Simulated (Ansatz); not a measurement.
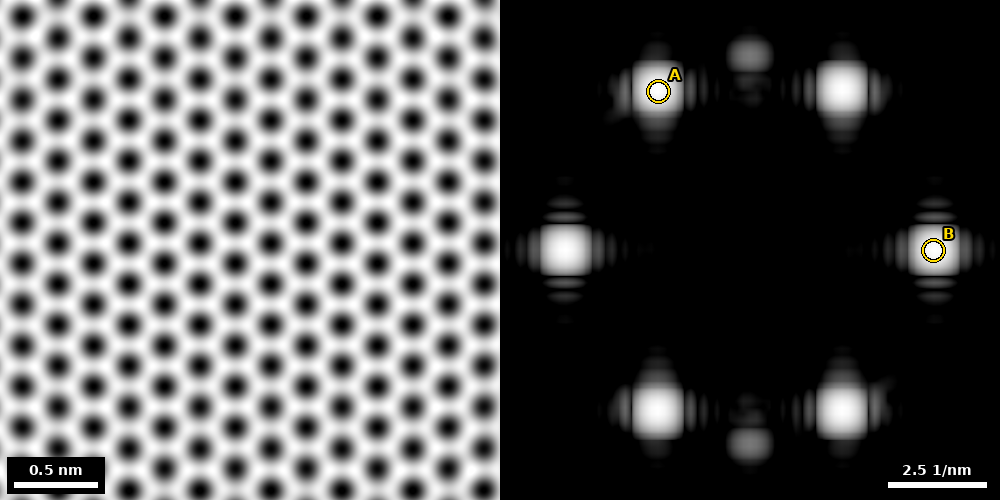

Phase-contrast TEM-like image of a crystal. Simulated in the weak-phase-object approximation with neutral-atom potentials: 200 kV, Cs = 0.60 mm, defocus −465 Å (negative is underfocus), defocus spread 20 Å, aperture 0.49 1/Å.

The right panel is the modulus of the image's Fourier transform on a logarithmic scale.

Which lattice spacings do the marked spots stand for, and what angle do A and B enclose?

Answer. A: 2.1 Å, B: 2.1 Å; A and B enclose about 120°.

The crystal is C (P6_3/mmc, No. 194) along [001]; the spots are (-1 1 0) and (100). Structure: the end point of a relaxation at fixed volume with Ansatz, DFT r2SCAN, scalar-relativistic, plane waves, PAW.
